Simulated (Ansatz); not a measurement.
## Geometry relaxation of SiO2 (part 1 of 2)

- system: SiO2 (P4₂/mnm, 6 atoms in the cell)
- method: DFT, LDA, plane waves, PAW, no spin polarisation (Ansatz 0.2.0)

The structure derives from an entry of the Crystallography Open Database.

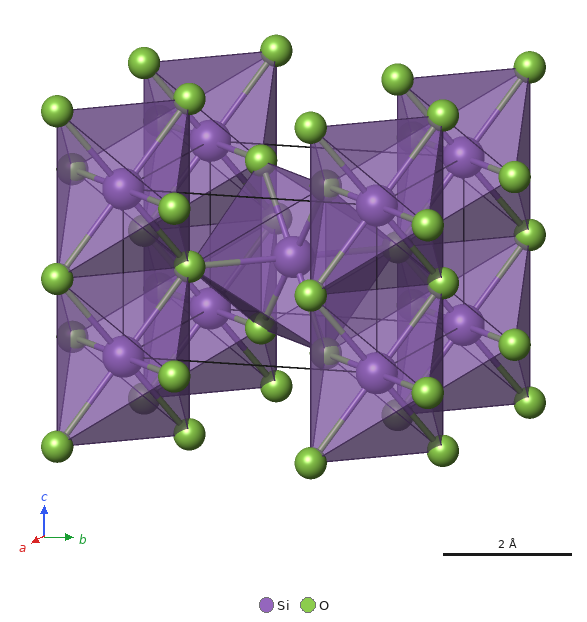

*The input geometry (polyhedral view of the cell of the calculation, seen slightly off an axis; polyhedra are completed across the faces of the cell).*

**The input**
```yaml
crystal:
  lattice:
    - [4.18928835, 0.0, 0.0]
    - [0.0, 4.18928835, 0.0]
    - [0.0, 0.0, 2.67017724]
  atoms:
    - { symbol: Si, position: [0.0, 0.0, 0.0] }
    - { symbol: Si, position: [0.5, 0.5, 0.5] }
    - { symbol: O, position: [0.3059, 0.3059, 0.0] }
    - { symbol: O, position: [0.1941, 0.8059, 0.5] }
    - { symbol: O, position: [0.6941, 0.6941, 0.0] }
    - { symbol: O, position: [0.8059, 0.1941, 0.5] }
  symmetry: { tolerance: 0.0003 }
kpoints:
  mp_grid: { grid: [4, 4, 7], shift: [0, 0, 0] }
magnetization:
  spin_polarized: false
scf:
  occupations: { method: fermi_dirac }
  n_extra_bands: 16
hamiltonian:
  pseudopotentials: { kind: paw }
  xc: lda
basis:
  ecutwfc: 420
output:
  forces: true
  stress: true
  eigenvalues: true
  write_density: true
  write_potential: true
  elf: true
  volumetric_format: npy
relax:
  max_steps: 40
  cell: {}
```

Launched with:
```bash
ansatz run input.yaml --threads 1 --pin off --max-ram 2560MiB --backend cpu --events-out ev --progress --plain --runs-dir out
```

**The program's output**
```
scf.n_extra_bands = 16 over 16 filled bands (N_el = 32.0): the run solves 32 bands
Engine: ansatz 0.2.0, x86_64-unknown-linux-gnu
Pseudopotentials: kind: paw
Pseudopotential: Si, paw, valence charge 4, recommended cutoff 420 eV (normal), Si.paw.azcp
Pseudopotential: O, paw, valence charge 6, recommended cutoff 420 eV (normal), O.paw.azcp
Functional definition: SPW92
  exchange = slater_x
  correlation = pw_c
Crystal: 6 atoms, lattice volume = 46.862 Å³
Basis set: ecut = 420 eV, 917 PW (Γ)
Bands: 32, of which v1, the nominal top of the filled ones, is band 16 counted from 1 (15 counted from 0)
Symmetry: 16 space group operations
Space group: P42/mnm (ITA 136), of the structure as read, at distance tolerance 1.1e-3 Å
k-points: 24 of 112
Non-local potential: Si, projectors of the file, l = 0: 2, l = 1: 2, l = 2: 2
Non-local potential: O, projectors of the file, l = 0: 2, l = 1: 2, l = 2: 1
PAW form: soft (Blöchl's): semilocal exchange-correlation on the pseudo side does not see the compensation charge
PAW frozen core: Si, regenerated for the run's functional, and the local potential with it (the file was generated under x = pbe(κ = 0.804, μ = 0.2195149727645171), c = pbe(β = 0.06672455060314922))
PAW frozen core: O, regenerated for the run's functional, and the local potential with it (the file was generated under x = pbe(κ = 0.804, μ = 0.2195149727645171), c = pbe(β = 0.06672455060314922))
PAW one-centre angular grid: Si, 110 points (default); XC on 64 Gauss nodes
PAW one-centre angular grid: O, 110 points (default); XC on 64 Gauss nodes
Initial density: superposition of atomic densities (neutral atoms: chi_scale 0, normalization atom), corrected by the library's trained network
Initial wavefunctions: pseudopotential atomic-orbital guess
Functional: x = slater, c = lda
SCF iter   1: F=—  HF=-3445.433009 eV  |F-HF|=—  |Δ(HF+E_count)|=         —  Δρ=1.49e-2  dr2=8.30e-2  ethr=1.77e-3  ⟨swp⟩=5.1  Hψ=3825  notcnv=0  defer=108
preconditioner: auto → none  [insulator: Δε(μ)=5.338 eV  Ē_g=22.072 eV  σ=0.100 eV  W_gap=1.00  n_scr=10 (ndim 8)  ℏωp=30.7 eV  f_vac=0.000  D(μ)=0.00/eV (n_scr^D=0)  ε∞_Penn≈2.9]
SCF iter   2: F=—  HF=-3445.408995 eV  |F-HF|=—  |Δ(HF+E_count)|=   2.40e-2  Δρ=5.06e-3  dr2=9.27e-3  ethr=2.59e-4  ⟨swp⟩=1.2  Hψ=967  notcnv=0  defer=161
SCF iter   3: F=—  HF=-3445.406005 eV  |F-HF|=—  |Δ(HF+E_count)|=   2.99e-3  Δρ=7.74e-4  dr2=9.85e-5  ethr=2.90e-5  ⟨swp⟩=2.2  Hψ=810  notcnv=0  defer=161
SCF iter   4: F=—  HF=-3445.405968 eV  |F-HF|=—  |Δ(HF+E_count)|=   3.65e-5  Δρ=1.02e-4  dr2=4.01e-6  ethr=3.08e-7  ⟨swp⟩=2.5  Hψ=868  notcnv=0  defer=161
iter 5 did not close the SCF: its close was put off for the readings that it lacked (scf_convergence_deferred on its scf_iter line)
SCF iter   5: F=-3445.405967 eV  HF=-3445.405967 eV  |F-HF|=1.64e-8  |Δ(HF+E_count)|=   1.51e-6  Δρ=1.18e-5  dr2=3.68e-8  ethr=1.25e-8  ⟨swp⟩=2.0  Hψ=812  notcnv=0  defer=161
SCF iter   6: F=-3445.405967 eV  HF=-3445.405967 eV  |F-HF|=8.19e-12  |Δ(HF+E_count)|=   8.20e-9  Δρ=1.90e-6  dr2=4.67e-10  ethr=1.15e-10  ⟨swp⟩=11.9  Hψ=5406  notcnv=0
SCF 1 converged in 6 iterations: F = -3445.405967 eV  dr2 = 4.67e-10
  greatest PAW one-centre occupation: 0.855 electrons in one spin orbital (limit 2), on the O atom at site 5 (counted from 0), in its partial waves of l = 0
relax step   1: F+E_penalty+E_count = -3445.40596656 eV  Δ(F+E_penalty+E_count) = +0.000e0 eV  max|allowed force component| = 6.976e-2 eV/Å  Δτ_max = 0.0000 Å  P = -6.014 GPa  Ω = 46.862 Å³  (6 SCF iters, dr2 threshold 1.00e-7 eV, accepted)
Crystal: 6 atoms, lattice volume = 46.472 Å³
Basis set: ecut = 420 eV, 913 PW (Γ)
Initial density: handed on by an earlier stage of this run
Initial wavefunctions: those handed on with the density
iter 1 solved again at ethr=5.62e-6 eV; its pass at ethr=3.10e-3 eV (dr2=1.80e-3 eV) is discarded
SCF iter   1: F=—  HF=-3445.421873 eV  |F-HF|=—  |Δ(HF+E_count)|=         —  Δρ=2.21e-3  dr2=1.70e-3  ethr=5.62e-6  ⟨swp⟩=2.9  Hψ=3292  notcnv=0
preconditioner: auto → none  [insulator: Δε(μ)=5.634 eV  Ē_g=22.295 eV  σ=0.100 eV  W_gap=1.00  n_scr=10 (ndim 8)  ℏωp=30.8 eV  f_vac=0.000  D(μ)=0.00/eV (n_scr^D=0)  ε∞_Penn≈2.9]
SCF iter   2: F=—  HF=-3445.421309 eV  |F-HF|=—  |Δ(HF+E_count)|=   5.65e-4  Δρ=6.73e-4  dr2=1.68e-4  ethr=5.32e-6  ⟨swp⟩=2.2  Hψ=1091  notcnv=0
SCF iter   3: F=—  HF=-3445.421250 eV  |F-HF|=—  |Δ(HF+E_count)|=   5.87e-5  Δρ=1.19e-4  dr2=2.78e-6  ethr=5.24e-7  ⟨swp⟩=2.8  Hψ=1145  notcnv=0
iter 4 did not close the SCF: its close was put off for the readings that it lacked (scf_convergence_deferred on its scf_iter line)
SCF iter   4: F=-3445.421249 eV  HF=-3445.421249 eV  |F-HF|=1.39e-9  |Δ(HF+E_count)|=   4.22e-7  Δρ=5.96e-6  dr2=6.79e-9  ethr=8.68e-9  ⟨swp⟩=1.1  Hψ=785  notcnv=0
iter 5 did not close the SCF: its close was put off for the readings that it lacked (scf_convergence_deferred on its scf_iter line)
SCF iter   5: F=-3445.421249 eV  HF=-3445.421249 eV  |F-HF|=3.32e-11  |Δ(HF+E_count)|=   5.39e-9  Δρ=1.01e-6  dr2=1.68e-10  ethr=2.12e-11  ⟨swp⟩=2.0  Hψ=1135  notcnv=0
SCF iter   6: F=-3445.421249 eV  HF=-3445.421249 eV  |F-HF|=6.37e-12  |Δ(HF+E_count)|=  1.77e-11  Δρ=1.53e-7  dr2=9.85e-12  ethr=1.00e-12  ⟨swp⟩=4.4  Hψ=3247  notcnv=0
SCF 2 converged in 6 iterations: F = -3445.421249 eV  dr2 = 9.85e-12
  greatest PAW one-centre occupation: 0.855 electrons in one spin orbital (limit 2), on the O atom at site 4 (counted from 0), in its partial waves of l = 0
relax step   2: F+E_penalty+E_count = -3445.42124936 eV  Δ(F+E_penalty+E_count) = -1.528e-2 eV  max|allowed force component| = 2.230e-3 eV/Å  Δτ_max = 0.0007 Å  P = -3.296 GPa  Ω = 46.472 Å³  energy of the carried Pulay correction = +3.519e-3 eV  (6 SCF iters, dr2 threshold 6.00e-7 eV, accepted)
Crystal: 6 atoms, lattice volume = 45.991 Å³
iter 1 solved again at ethr=8.52e-6 eV; its pass at ethr=3.10e-3 eV (dr2=2.73e-3 eV) is discarded
SCF iter   1: F=—  HF=-3445.431537 eV  |F-HF|=—  |Δ(HF+E_count)|=         —  Δρ=2.71e-3  dr2=2.54e-3  ethr=8.52e-6  ⟨swp⟩=1.9  Hψ=3079  notcnv=0
preconditioner: auto → none  [insulator: Δε(μ)=5.809 eV  Ē_g=22.442 eV  σ=0.100 eV  W_gap=1.00  n_scr=10 (ndim 8)  ℏωp=31.0 eV  f_vac=0.000  D(μ)=0.00/eV (n_scr^D=0)  ε∞_Penn≈2.9]
SCF iter   2: F=—  HF=-3445.430708 eV  |F-HF|=—  |Δ(HF+E_count)|=   8.29e-4  Δρ=8.12e-4  dr2=2.50e-4  ethr=7.93e-6  ⟨swp⟩=2.0  Hψ=1089  notcnv=0
SCF iter   3: F=—  HF=-3445.430624 eV  |F-HF|=—  |Δ(HF+E_count)|=   8.37e-5  Δρ=1.44e-4  dr2=4.26e-6  ethr=7.83e-7  ⟨swp⟩=2.9  Hψ=1148  notcnv=0
iter 4 did not close the SCF: its close was put off for the readings that it lacked (scf_convergence_deferred on its scf_iter line)
SCF iter   4: F=-3445.430623 eV  HF=-3445.430623 eV  |F-HF|=3.34e-9  |Δ(HF+E_count)|=   6.97e-7  Δρ=8.47e-6  dr2=1.28e-8  ethr=1.33e-8  ⟨swp⟩=1.2  Hψ=833  notcnv=0
iter 5 did not close the SCF: its close was put off for the readings that it lacked (scf_convergence_deferred on its scf_iter line)
SCF iter   5: F=-3445.430623 eV  HF=-3445.430623 eV  |F-HF|=2.00e-11  |Δ(HF+E_count)|=   8.08e-9  Δρ=1.37e-6  dr2=2.39e-10  ethr=4.01e-11  ⟨swp⟩=2.0  Hψ=1107  notcnv=0
SCF iter   6: F=-3445.430623 eV  HF=-3445.430623 eV  |F-HF|=4.09e-12  |Δ(HF+E_count)|=  2.27e-12  Δρ=1.81e-7  dr2=5.81e-12  ethr=1.00e-12  ⟨swp⟩=4.6  Hψ=3322  notcnv=0
SCF 3 converged in 6 iterations: F = -3445.430623 eV  dr2 = 5.81e-12
  greatest PAW one-centre occupation: 0.856 electrons in one spin orbital (limit 2), on the O atom at site 5 (counted from 0), in its partial waves of l = 0
relax step   3: F+E_penalty+E_count = -3445.43062325 eV  Δ(F+E_penalty+E_count) = -9.374e-3 eV  max|allowed force component| = 2.316e-2 eV/Å  Δτ_max = 0.0014 Å  P = +0.063 GPa  Ω = 45.991 Å³  energy of the carried Pulay correction = +7.898e-3 eV  (6 SCF iters, dr2 threshold 6.00e-7 eV, accepted)
Crystal: 6 atoms, lattice volume = 45.985 Å³
iter 1 solved again at ethr=1.25e-7 eV; its pass at ethr=3.10e-3 eV (dr2=3.99e-5 eV) is discarded
SCF iter   1: F=—  HF=-3445.430771 eV  |F-HF|=—  |Δ(HF+E_count)|=         —  Δρ=3.65e-4  dr2=4.12e-5  ethr=1.25e-7  ⟨swp⟩=2.0  Hψ=2548  notcnv=0
preconditioner: auto → none  [insulator: Δε(μ)=5.795 eV  Ē_g=22.427 eV  σ=0.100 eV  W_gap=1.00  n_scr=10 (ndim 8)  ℏωp=31.0 eV  f_vac=0.000  D(μ)=0.00/eV (n_scr^D=0)  ε∞_Penn≈2.9]
SCF iter   2: F=—  HF=-3445.430754 eV  |F-HF|=—  |Δ(HF+E_count)|=   1.76e-5  Δρ=1.37e-4  dr2=3.57e-6  ethr=1.25e-7  ⟨swp⟩=2.0  Hψ=1058  notcnv=0
SCF iter   3: F=—  HF=-3445.430750 eV  |F-HF|=—  |Δ(HF+E_count)|=   3.20e-6  Δρ=2.99e-5  dr2=8.74e-8  ethr=1.12e-8  ⟨swp⟩=2.0  Hψ=1062  notcnv=0
iter 4 did not close the SCF: its close was put off for the readings that it lacked (scf_convergence_deferred on its scf_iter line)
SCF iter   4: F=-3445.430750 eV  HF=-3445.430750 eV  |F-HF|=8.64e-12  |Δ(HF+E_count)|=   7.61e-9  Δρ=1.31e-6  dr2=1.28e-10  ethr=2.73e-10  ⟨swp⟩=1.0  Hψ=768  notcnv=0
iter 5 did not close the SCF: its close was put off for the readings that it lacked (scf_convergence_deferred on its scf_iter line)
SCF iter   5: F=-3445.430750 eV  HF=-3445.430750 eV  |F-HF|=9.09e-13  |Δ(HF+E_count)|=  1.07e-10  Δρ=1.15e-7  dr2=2.83e-12  ethr=1.00e-12  ⟨swp⟩=2.5  Hψ=1126  notcnv=0
SCF iter   6: F=-3445.430750 eV  HF=-3445.430750 eV  |F-HF|=0.00e0  |Δ(HF+E_count)|=  9.09e-13  Δρ=1.52e-8  dr2=5.17e-14  ethr=1.00e-12  ⟨swp⟩=4.2  Hψ=2733  notcnv=0
SCF 4 converged in 6 iterations: F = -3445.430750 eV  dr2 = 5.17e-14
  greatest PAW one-centre occupation: 0.856 electrons in one spin orbital (limit 2), on the O atom at site 4 (counted from 0), in its partial waves of l = 0
relax step   4: F+E_penalty+E_count = -3445.43075042 eV  Δ(F+E_penalty+E_count) = -1.272e-4 eV  max|allowed force component| = 1.829e-3 eV/Å  Δτ_max = 0.0011 Å  P = -0.003 GPa  Ω = 45.985 Å³  energy of the carried Pulay correction = +7.956e-3 eV  (6 SCF iters, accepted)
Initial wavefunctions: pseudopotential atomic-orbital guess (no wavefunctions were taken with the density)
iter 1 solved again at ethr=2.95e-7 eV; its pass at ethr=3.10e-3 eV (dr2=9.44e-5 eV) is discarded
SCF iter   1: F=—  HF=-3445.423535 eV  |F-HF|=—  |Δ(HF+E_count)|=         —  Δρ=2.51e-4  dr2=4.07e-6  ethr=2.95e-7  ⟨swp⟩=3.1  Hψ=6099  notcnv=0
preconditioner: auto → none  [insulator: Δε(μ)=5.794 eV  Ē_g=22.427 eV  σ=0.100 eV  W_gap=1.00  n_scr=10 (ndim 8)  ℏωp=31.0 eV  f_vac=0.000  D(μ)=0.00/eV (n_scr^D=0)  ε∞_Penn≈2.9]
SCF iter   2: F=—  HF=-3445.423535 eV  |F-HF|=—  |Δ(HF+E_count)|=   2.47e-7  Δρ=1.12e-4  dr2=6.87e-7  ethr=1.27e-8  ⟨swp⟩=2.1  Hψ=1135  notcnv=0
SCF iter   3: F=—  HF=-3445.423534 eV  |F-HF|=—  |Δ(HF+E_count)|=   5.78e-7  Δρ=1.34e-5  dr2=9.86e-9  ethr=2.15e-9  ⟨swp⟩=2.0  Hψ=1151  notcnv=0
iter 4 did not close the SCF: its close was put off for the readings that it lacked (scf_convergence_deferred on its scf_iter line)
SCF iter   4: F=-3445.423534 eV  HF=-3445.423534 eV  |F-HF|=1.09e-11  |Δ(HF+E_count)|=   5.38e-9  Δρ=5.94e-7  dr2=4.15e-11  ethr=3.08e-11  ⟨swp⟩=1.0  Hψ=768  notcnv=0
iter 5 did not close the SCF: its close was put off for the readings that it lacked (scf_convergence_deferred on its scf_iter line)
SCF iter   5: F=-3445.423534 eV  HF=-3445.423534 eV  |F-HF|=4.55e-13  |Δ(HF+E_count)|=  1.36e-11  Δρ=4.06e-8  dr2=3.46e-13  ethr=1.00e-12  ⟨swp⟩=1.0  Hψ=768  notcnv=0
SCF iter   6: F=-3445.423534 eV  HF=-3445.423534 eV  |F-HF|=0.00e0  |Δ(HF+E_count)|=  1.82e-12  Δρ=4.24e-9  dr2=3.07e-15  ethr=1.00e-12  ⟨swp⟩=4.2  Hψ=2626  notcnv=0
SCF 5 converged in 6 iterations: F = -3445.423534 eV  dr2 = 3.07e-15
relax step   5: F+E_penalty+E_count = -3445.42353428 eV  Δ(F+E_penalty+E_count) = +7.216e-3 eV  max|allowed force component| = 1.989e-3 eV/Å  Δτ_max = 0.0000 Å  P = -0.282 GPa  Ω = 45.985 Å³  stress off target by 2.92e-1 GPa  SCF on the basis re-selected at this cell (its energy is not comparable with the rows above)  (6 SCF iters)
basis re-selected at this cell: Δ(F+E_penalty+E_count) = +7.216e-3 eV, ΔP = -0.279 GPa vs the last step (what re-selecting the basis moved, of the pressure what is left beyond the Pulay correction that the steps carried, after the strain that the cell walked since its last selection, with what the two solves' SCF thresholds leave and, on support functions, any second-order correction that the steps lacked; it is no measure of the basis error at this ecutwfc). This SCF's stress stands 2.92e-1 GPa from its target on what of the cell is left free (relax.cell.stress_tol is 5.00e-2 GPa) and its largest allowed force component is 1.99e-3 eV/Å (relax.f_tol is 1.00e-2 eV/Å): not within both, so this SCF does not close the relaxation
Crystal: 6 atoms, lattice volume = 45.946 Å³
iter 1 solved again at ethr=5.91e-8 eV; its pass at ethr=3.10e-3 eV (dr2=1.89e-5 eV) is discarded
SCF iter   1: F=—  HF=-3445.423932 eV  |F-HF|=—  |Δ(HF+E_count)|=         —  Δρ=2.24e-4  dr2=1.73e-5  ethr=5.91e-8  ⟨swp⟩=1.8  Hψ=2534  notcnv=0
preconditioner: auto → none  [insulator: Δε(μ)=5.809 eV  Ē_g=22.440 eV  σ=0.100 eV  W_gap=1.00  n_scr=10 (ndim 8)  ℏωp=31.0 eV  f_vac=0.000  D(μ)=0.00/eV (n_scr^D=0)  ε∞_Penn≈2.9]
SCF iter   2: F=—  HF=-3445.423926 eV  |F-HF|=—  |Δ(HF+E_count)|=   5.68e-6  Δρ=6.68e-5  dr2=1.70e-6  ethr=5.41e-8  ⟨swp⟩=2.0  Hψ=1088  notcnv=0
iter 3 did not close the SCF: its close was put off for the readings that it lacked (scf_convergence_deferred on its scf_iter line)
SCF iter   3: F=-3445.423926 eV  HF=-3445.423926 eV  |F-HF|=6.35e-9  |Δ(HF+E_count)|=   5.86e-7  Δρ=1.18e-5  dr2=2.86e-8  ethr=5.32e-9  ⟨swp⟩=2.9  Hψ=1150  notcnv=0
iter 4 did not close the SCF: its close was put off for the readings that it lacked (scf_convergence_deferred on its scf_iter line)
SCF iter   4: F=-3445.423926 eV  HF=-3445.423926 eV  |F-HF|=2.27e-11  |Δ(HF+E_count)|=   4.89e-9  Δρ=6.94e-7  dr2=8.81e-11  ethr=8.94e-11  ⟨swp⟩=1.3  Hψ=849  notcnv=0
iter 5 did not close the SCF: its close was put off for the readings that it lacked (scf_convergence_deferred on its scf_iter line)
SCF iter   5: F=-3445.423926 eV  HF=-3445.423926 eV  |F-HF|=9.09e-13  |Δ(HF+E_count)|=  5.18e-11  Δρ=1.12e-7  dr2=1.61e-12  ethr=1.00e-12  ⟨swp⟩=2.4  Hψ=1038  notcnv=0
SCF iter   6: F=-3445.423926 eV  HF=-3445.423926 eV  |F-HF|=0.00e0  |Δ(HF+E_count)|=  4.55e-13  Δρ=1.52e-8  dr2=4.61e-14  ethr=1.00e-12  ⟨swp⟩=3.5  Hψ=2475  notcnv=0
SCF 6 converged in 6 iterations: F = -3445.423926 eV  dr2 = 4.61e-14
relax step   6: F+E_penalty+E_count = -3445.42392567 eV  Δ(F+E_penalty+E_count) = -3.914e-4 eV  max|allowed force component| = 2.210e-4 eV/Å  Δτ_max = 0.0001 Å  P = -0.005 GPa  Ω = 45.946 Å³  energy of the carried Pulay correction = +3.573e-4 eV  (6 SCF iters, dr2 threshold 2.13e-7 eV, accepted)
iter 1 solved again at ethr=3.22e-7 eV; its pass at ethr=3.10e-3 eV (dr2=1.03e-4 eV) is discarded
SCF iter   1: F=—  HF=-3445.423581 eV  |F-HF|=—  |Δ(HF+E_count)|=         —  Δρ=1.23e-5  dr2=9.60e-9  ethr=3.22e-7  ⟨swp⟩=3.1  Hψ=6098  notcnv=0
eigensolver tolerance schedule: the retry pair's looser diagonalisation over-reported the residual by 10718.04 of it (diagonalisation noise at an unbounded share of the residual, at the tolerance the schedule requests for it); recorded, not acted on — ethr = c·dr2/N_el stays at c = 1.0e-1
preconditioner: auto → none  [insulator: Δε(μ)=5.808 eV  Ē_g=22.439 eV  σ=0.100 eV  W_gap=1.00  n_scr=10 (ndim 8)  ℏωp=31.0 eV  f_vac=0.000  D(μ)=0.00/eV (n_scr^D=0)  ε∞_Penn≈2.9]
SCF iter   2: F=—  HF=-3445.423582 eV  |F-HF|=—  |Δ(HF+E_count)|=   1.15e-6  Δρ=5.56e-6  dr2=1.63e-9  ethr=3.00e-11  ⟨swp⟩=2.5  Hψ=1224  notcnv=0
iter 3 did not close the SCF: its close was put off for the readings that it lacked (scf_convergence_deferred on its scf_iter line)
SCF iter   3: F=-3445.423582 eV  HF=-3445.423582 eV  |F-HF|=1.46e-11  |Δ(HF+E_count)|=  6.77e-10  Δρ=6.41e-7  dr2=2.65e-11  ethr=5.09e-12  ⟨swp⟩=2.0  Hψ=1149  notcnv=0
iter 4 did not close the SCF: its close was put off for the readings that it lacked (scf_convergence_deferred on its scf_iter line)
SCF iter   4: F=-3445.423582 eV  HF=-3445.423582 eV  |F-HF|=9.09e-13  |Δ(HF+E_count)|=  1.73e-11  Δρ=5.14e-8  dr2=3.70e-13  ethr=1.00e-12  ⟨swp⟩=1.0  Hψ=768  notcnv=0
iter 5 did not close the SCF: its close was put off for the readings that it lacked (scf_convergence_deferred on its scf_iter line)
SCF iter   5: F=-3445.423582 eV  HF=-3445.423582 eV  |F-HF|=4.55e-13  |Δ(HF+E_count)|=  9.09e-13  Δρ=1.18e-8  dr2=1.70e-14  ethr=1.00e-12  ⟨swp⟩=1.0  Hψ=768  notcnv=0
iter 6 did not close the SCF: its close was put off for the readings that it lacked (scf_convergence_deferred on its scf_iter line)
SCF iter   6: F=-3445.423582 eV  HF=-3445.423582 eV  |F-HF|=9.09e-13  |Δ(HF+E_count)|=  9.09e-13  Δρ=1.30e-9  dr2=2.11e-16  ethr=1.00e-12  ⟨swp⟩=1.0  Hψ=768  notcnv=0
SCF iter   7: F=-3445.423582 eV  HF=-3445.423582 eV  |F-HF|=9.09e-13  |Δ(HF+E_count)|=  9.09e-13  Δρ=1.26e-10  dr2=4.15e-18  ethr=1.00e-12  ⟨swp⟩=2.4  Hψ=1981  notcnv=0
SCF 7 converged in 7 iterations: F = -3445.423582 eV  dr2 = 4.15e-18
relax step   7: F+E_penalty+E_count = -3445.42358170 eV  Δ(F+E_penalty+E_count) = +3.440e-4 eV  max|allowed force component| = 2.151e-4 eV/Å  Δτ_max = 0.0000 Å  P = -0.011 GPa  Ω = 45.946 Å³  stress off target by 1.30e-2 GPa  SCF on the basis re-selected at this cell (its energy is not comparable with the rows above)  (7 SCF iters)
```

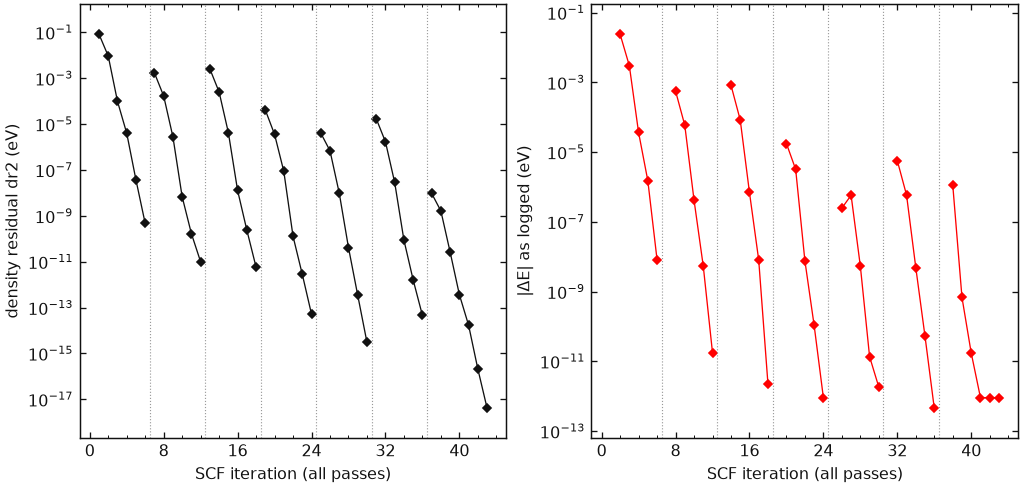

*Convergence of the self-consistent field: density residual dr2 and size of the energy change against the SCF iteration. The dotted lines part the SCF passes of the relaxation: geometry steps, rejected trials and re-solves on a re-selected basis.*

The 7 passes take 6 to 7 iterations each, 43 in all.
